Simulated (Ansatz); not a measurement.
System: SiO₂, space group Fd-3m (No. 227).

The cell holds 6 atoms.

How it was computed, with Ansatz 0.2.0: volume and cell lengths of one structure relaxed by several density functionals; plane waves with PAW datasets, Γ-centred k mesh. All runs: no spin polarisation.

| setting | value |
| --- | --- |
| occupations | Gaussian |
| smearing width | 0.02 eV |

The space group named is that of the starting cell.

What does the calculation give for the volume by functional? The cases: PBE+D3(BJ); PBE; LDA.

LDA gives 16.736 Å³/atom, PBE+D3(BJ) 17.191 Å³/atom and PBE 17.304 Å³/atom. The gap on the k mesh, in eV, is 5.399 for PBE+D3(BJ), 5.371 for PBE and 5.327 for LDA.

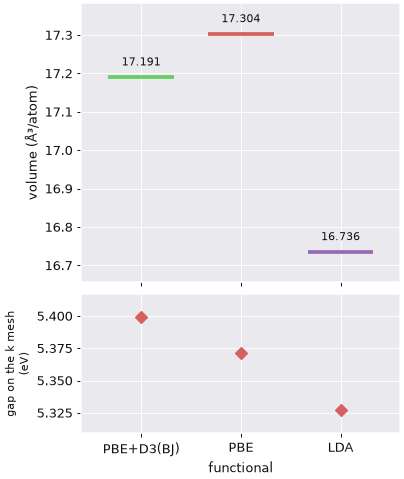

Keep in mind: xc potential rough in thin density.
